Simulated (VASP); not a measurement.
CaSe (space group Fm-3m, No. 225). Coordinates: an entry of the Crystallography Open Database, as set up for an electronic-structure calculation.

```
CELL_PARAMETERS angstrom
5.91200 0.00000 0.00000
0.00000 5.91200 0.00000
0.00000 0.00000 5.91200
ATOMIC_POSITIONS crystal
Se 0.50000 0.00000 0.00000
Ca 0.00000 0.00000 0.00000
Se 0.50000 0.50000 0.50000
Ca 0.00000 0.50000 0.50000
Se 0.00000 0.00000 0.50000
Ca 0.50000 0.00000 0.50000
Se 0.00000 0.50000 0.00000
Ca 0.50000 0.50000 0.00000
```

Describe how the polyhedra about Ca are linked (bonds: Ca–Se below 3.3 Å).

Ca: CaSe6 octahedron, sharing corners with six neighbours and edges with twelve neighbours.

They form a three-dimensional framework of corner- and edge-sharing octahedra.

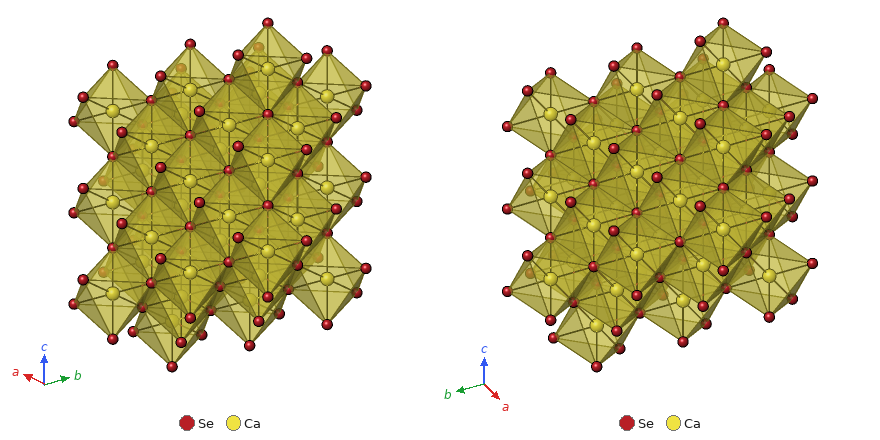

Polyhedra are drawn about Ca (bonds: Ca–Se below 3.3 Å); other atoms are plain spheres. Two views of the same piece.
